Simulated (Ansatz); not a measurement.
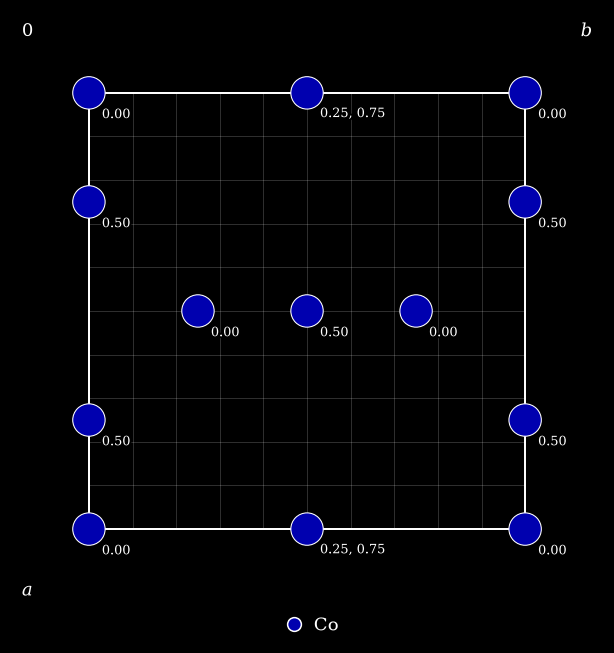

Plan of a unit cell projected along c (a down the page, b across); the numbers are heights as fractions of c, and atoms on the cell's edges are repeated. The grid marks tenths of a and b. Source: the end point of a relaxation with Ansatz, DFT, PBEsol, plane waves (420 eV) with PAW, scalar-relativistic; the starting structure was generated, so it need not be a known form of this composition. All values are computed from the atomic coordinates in the standard setting (tolerance 0.002 Å).

a = 4.398 Å, b = 4.398 Å, c = 4.398 Å, α = 90.00°, β = 90.00°, γ = 90.00°.

> What does the cell contain?

8 Co: Co, Z = 8.

> Give the fractional coordinates of all atoms, to two places.

```json
{"atom": "Co", "x": "0.00", "y": "0.00", "z": "0.00"}
{"atom": "Co", "x": "0.50", "y": "0.50", "z": "0.50"}
{"atom": "Co", "x": "0.25", "y": "0.00", "z": "0.50"}
{"atom": "Co", "x": "0.75", "y": "0.00", "z": "0.50"}
{"atom": "Co", "x": "0.50", "y": "0.25", "z": "0.00"}
{"atom": "Co", "x": "0.50", "y": "0.75", "z": "0.00"}
{"atom": "Co", "x": "0.00", "y": "0.50", "z": "0.25"}
{"atom": "Co", "x": "0.00", "y": "0.50", "z": "0.75"}
```
